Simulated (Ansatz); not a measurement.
Hf17O32 (cell charge +1, with a compensating background) (cell with a defect)

Input

```
crystal:
  lattice:
    - [4.8301248097, -4.8301248097, -6.4194328281]
    - [4.8301248097, 4.8301248097, 6.4194328281]
    - [-4.8301248097, -4.8301248097, 6.4194328281]
  atoms:
    - { symbol: Hf, position: [0.0211998829, 0.5111624883, 0.5107451188] }
    - { symbol: Hf, position: [-0.0159346694, 0.7426060448, 0.7441017119] }
    - { symbol: Hf, position: [0.4777589652, 0.490490314, 0.987847855] }
    - { symbol: Hf, position: [0.5149251694, 0.7609899718, 0.2564888342] }
    - { symbol: Hf, position: [0.4397534736, -0.0229387423, 0.4633075172], spin: 0.2 }
    - { symbol: Hf, position: [0.51496726, 0.2590792481, 0.7545294802] }
    - { symbol: Hf, position: [0.0592291108, 0.0246530562, 1.0353141616] }
    - { symbol: Hf, position: [-0.0159778041, 0.2406826848, 0.242117339] }
    - { symbol: Hf, position: [0.5096743666, 0.3845923035, 0.3782408285] }
    - { symbol: Hf, position: [0.4940584837, 0.6216877679, 0.6221864942] }
    - { symbol: Hf, position: [0.0049177069, 0.3798780987, 0.8764670655] }
    - { symbol: Hf, position: [-0.0106858025, 0.6171018258, 0.1202765616] }
    - { symbol: Hf, position: [-0.0107039194, 0.8694887577, 0.3728605127] }
    - { symbol: Hf, position: [0.004962629, 0.1292038289, 0.6254166975] }
    - { symbol: Hf, position: [0.4940475864, 0.8724783982, 0.8731473053] }
    - { symbol: Hf, position: [0.5096439247, 0.1320889536, 0.1257203595] }
    - { symbol: O, position: [0.2047763698, 0.2378165865, 0.2430406106] }
    - { symbol: O, position: [0.1902125468, 0.4548104521, 0.4675156257] }
    - { symbol: O, position: [0.685727261, 0.1980638808, 0.7099828582], spin: 0.2 }
    - { symbol: O, position: [0.6898302688, 0.4755787793, 0.9791326786] }
    - { symbol: O, position: [0.6898385515, 0.7114099196, 0.2147686682] }
    - { symbol: O, position: [0.6858299937, 0.9764082818, 0.4882421468] }
    - { symbol: O, position: [0.1901763579, 0.7233562998, 0.7360907018] }
    - { symbol: O, position: [0.2047594107, 0.9623311721, 0.9677142364] }
    - { symbol: O, position: [0.4781771103, 0.1460746608, 0.3328067467] }
    - { symbol: O, position: [0.5267576218, 0.4145470393, 0.6077312203] }
    - { symbol: O, position: [0.0702390722, 0.1888222732, 0.881561571], spin: 0.2 }
    - { symbol: O, position: [-0.0115553878, 0.3962507463, 0.0909452763] }
    - { symbol: O, position: [0.0146320638, 0.6602248709, 0.3549874419] }
    - { symbol: O, position: [-0.0117377825, 0.8981444184, 0.5927919851] }
    - { symbol: O, position: [0.4955986123, 0.6518966561, 0.8443589906] }
    - { symbol: O, position: [0.5265651102, 0.9196120967, 0.1128869073] }
    - { symbol: O, position: [0.4843554857, 0.3414159531, 0.1435902915] }
    - { symbol: O, position: [0.5106444038, 0.6055023775, 0.4077689467] }
    - { symbol: O, position: [0.0033688, 0.3497848293, 0.6542623178] }
    - { symbol: O, position: [-0.0277944895, 0.5870790522, 0.890843156] }
    - { symbol: O, position: [0.0208208584, 0.8556382461, 0.1658414903] }
    - { symbol: O, position: [-0.0276439907, 0.0819984037, 0.3856920718] }
    - { symbol: O, position: [0.4288274877, 0.8127818705, 0.616982547], spin: 0.2 }
    - { symbol: O, position: [0.5106082211, 0.1035130901, 0.905772756] }
    - { symbol: O, position: [0.8091356521, 0.52606425, 0.5194814841] }
    - { symbol: O, position: [0.8132433769, 0.8035772451, 0.7885972707] }
    - { symbol: O, position: [0.308753254, 0.546774786, 0.0311509256] }
    - { symbol: O, position: [0.2942219605, 0.7638638346, 0.2556098811] }
    - { symbol: O, position: [0.2941752576, 0.0392968741, 0.5309016966] }
    - { symbol: O, position: [0.3088041527, 0.2784213838, 0.7623515683] }
    - { symbol: O, position: [0.813147034, 0.025256846, 0.0103272902] }
    - { symbol: O, position: [0.8091539174, 0.2902238189, 0.2838437098] }
    - { symbol: Hf, position: [0.7495150738, 0.0008390056, 0.7492820881], spin: 0.2 }
  host:
    lattice:
      - [4.8301248097, 0.0, 0.0]
      - [0.0, 4.8301248097, 0.0]
      - [0.0, 0.0, 3.209716414]
    atoms:
      - { symbol: Hf, position: [0.0, 0.0, 0.0] }
      - { symbol: Hf, position: [0.5, 0.5, 0.5] }
      - { symbol: O, position: [0.1949699023, 0.8050300977, 0.5] }
      - { symbol: O, position: [0.3050300977, 0.3050300977, 0.0] }
      - { symbol: O, position: [0.6949699023, 0.6949699023, 0.0] }
      - { symbol: O, position: [0.8050300977, 0.1949699023, 0.5] }
total_charge: 1
basis:
  ecutwfc: 420
  xc_grid: 2
kpoints:
  mp_grid: { grid: [2, 2, 2], shift: [0.5, 0.5, 0.5] }
hamiltonian:
  xc: pbesol
scf:
  occupations: { method: gaussian, width: 0.01 }
output:
  forces: true
  stress: false
  eigenvalues: true
  populations: true
  charged_corrections:
    defect_position: [0.725, 0.040625, 0.715625]
    epsilon: [[27.3137, 0.0, 0.0], [0.0, 27.3137, 0.0], [0.0, 0.0, 31.2391]]
  write_density: true
  write_potential: true
  elf: true
  volumetric_format: npy
magnetization:
  spin_polarized: true
relax:
  adjacent_minimum: "off"
  f_tol: 0.025
  max_steps: 45
```

Command:

```sh
ansatz run input.yaml --threads 4 --pin off --max-ram 10240MiB --backend cpu --events-out ev --progress --plain --runs-dir out
```

The fields are those of the relaxed geometry.

Spin-polarised.

Theory: DFT PBEsol, scalar-relativistic, plane waves, PAW in Ansatz 0.2.0.

The density is the valence pseudo-density of a PAW calculation; it isn't the true density close to the nuclei.

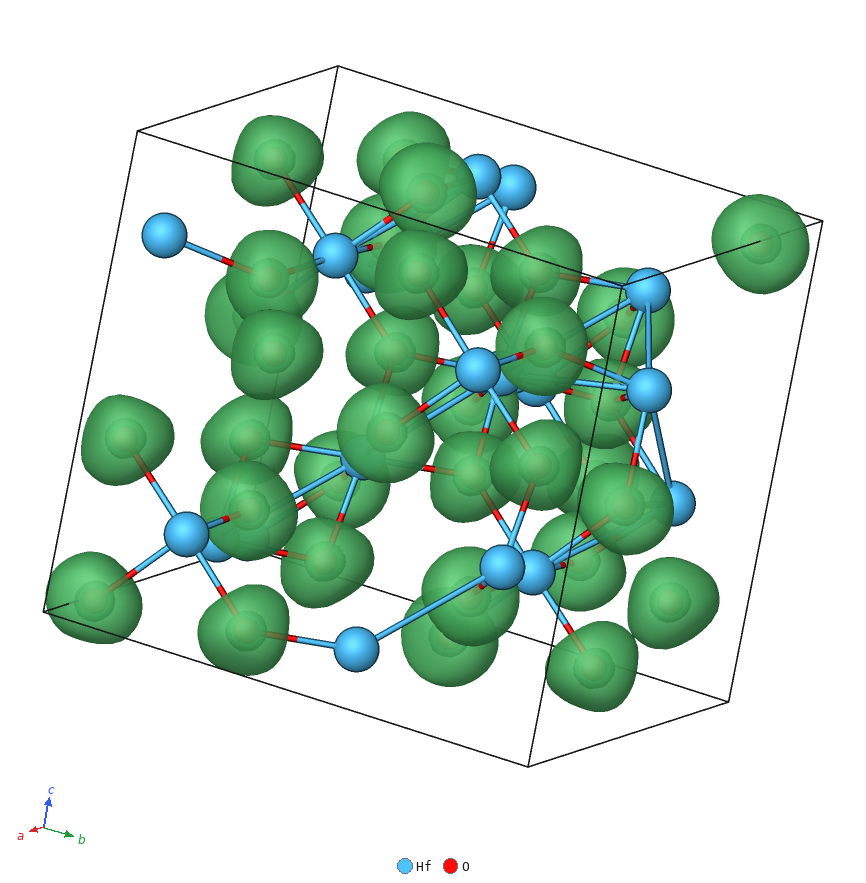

Figure 1. Isosurface of the electron localisation function at 0.7 (green), seen slightly off an axis. Only the valence region is drawn (cores and ρ < 0.01 e/Å³ removed). Sticks mark near contacts.

Q: Where are the electrons localised?

A: The ELF exceeds this value in 32 regions wrapped around O (the valence shell of each), counted in one cell of 49 atoms. Any copies at cell faces, edges or corners count once. Along the contacts the grid gives the following. Hf–O (2.03 Å): the ELF peaks at about 0.80 in the valence shell of O, 0.6 Å from its nucleus, and drops to about 0.20 between the two atoms (no localised pair shows between them). Hf–Hf (2.75 Å): the ELF is about 0.30 at the midpoint.

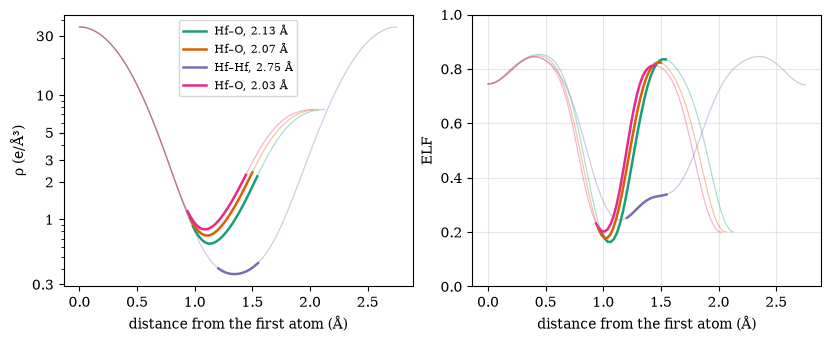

Figure 2. Valence pseudo-density and electron localisation function along straight lines between neighbouring atoms. Thin, pale parts lie inside the atomic spheres.

Q: Compare the contacts.

A: Hf–O (2.13 Å): ρ at the midpoint is about 0.68 e/Å³; the ELF peaks at about 0.85 in the valence shell of O, 0.6 Å from its nucleus, and drops to about 0.15 between the two atoms; no localised pair shows between them.
Hf–O (2.07 Å): ρ is about 0.8 e/Å³ halfway; the ELF peaks at about 0.80 in the valence shell of O, 0.6 Å from its nucleus, and drops to about 0.20 between the two atoms: no shared electron pair shows on this line.
Hf–Hf (2.75 Å): the density is about 0.36 e/Å³ at the midpoint; the ELF is about 0.30 at the midpoint.
Hf–O (2.03 Å): the density is about 0.9 e/Å³ at the midpoint; the ELF peaks at about 0.80 in the valence shell of O, 0.6 Å from its nucleus, and drops to about 0.20 between the two atoms (no shared electron pair shows on this line).

Q: Does the calculation give a band gap?

A: It is gapped, with a Kohn–Sham gap of 0.27 eV on the k-point mesh (the band edges may lie off the mesh, which would make the gap smaller).
